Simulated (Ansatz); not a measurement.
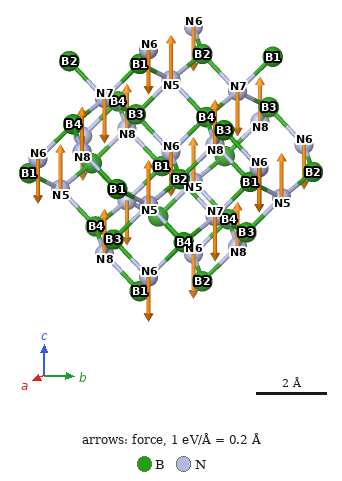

Starting geometry of crystalline BN (a generated structure, set up in Fddd) (coarse preliminary run) with the computed forces as orange arrows. Style: ball-and-stick. Shown: the atoms within 4.2 Å of the atom that moves most (axes of the conventional cell (4 times the calculation's cell)), slightly off an axis. Lengths and directions refer to the drawn axes.

Level of theory: Ansatz 0.2.0, DFT PBE, scalar-relativistic, plane waves, PAW.

The input:
```yaml
crystal:
  lattice:
    - [0.0, 3.30191456, 3.30191456]
    - [2.41197682, 0.0, 3.30191456]
    - [2.41197682, 3.30191456, 0.0]
  atoms:
    - { symbol: B, position: [0.09107488, 0.09107488, 0.40892512] }
    - { symbol: B, position: [0.40892512, 0.40892512, 0.09107488] }
    - { symbol: B, position: [0.15892512, 0.15892512, 0.84107488] }
    - { symbol: B, position: [0.84107488, 0.84107488, 0.15892512] }
    - { symbol: "N", position: [0.15892512, 0.84107488, 0.15892512] }
    - { symbol: "N", position: [0.84107488, 0.15892512, 0.84107488] }
    - { symbol: "N", position: [0.09107488, 0.40892512, 0.09107488] }
    - { symbol: "N", position: [0.40892512, 0.09107488, 0.40892512] }
basis:
  ecutwfc: 420
kpoints:
  mp_grid: { grid: [6, 6, 6] }
hamiltonian:
  xc: pbe
scf:
  occupations: { method: gaussian, width: 0.1 }
  lower_state_search: "off"
output:
  forces: true
  stress: true
  eigenvalues: true
relax:
  adjacent_minimum: "off"
  f_tol: 0.04
  max_steps: 70
  cell: { stress_tol: 0.4 }
```

Command:
```bash
ansatz run input.yaml --threads 1 --pin off --max-ram 2560MiB --backend cpu --events-out ev --progress --plain --runs-dir out
```

### Is this structure relaxed? If not, where do the atoms go?

It isn't relaxed: the largest force vector, on N atoms, is 6.55 eV/Å. The atoms end up moving mostly along the starting forces (cosine between the two patterns 0.88). The largest moves relative to the cell, 0.13 Å, are those of N5, N6, N7 and N8. N6 goes along −c. By element the largest moves are N 0.13 Å, B 0.06 Å. The volume changes by +15.4 %, with a 4.824 → 5.017 Å (+4.0 %), b 6.604 → 7.047 Å (+6.7 %), c 6.604 → 6.864 Å (+3.9 %). Some distances before and after: B1–N7 1.484 → 1.613 Å, B1–N5 1.476 → 1.522 Å. Bond angles that change, for instance: B1–N5–B2 131.9° → 141.8°, B3–N5–B4 90.0° → 81.9°, N7–B1–N8 90.0° → 98.1°. The space group stays Fddd (No. 70). After 6 accepted moves (8 points after the start) the energy has fallen by 3.066 eV per cell of the calculation. Largest force component: 6.5 eV/Å at the start, 0.0056 eV/Å at the end. The pressure goes from 68.32 to 0.18 GPa. The SCF was repeated twice at an unchanged geometry on a basis and grid sized afresh for the cell, which shifted the energy by 74.6 meV per cell of the calculation at most.
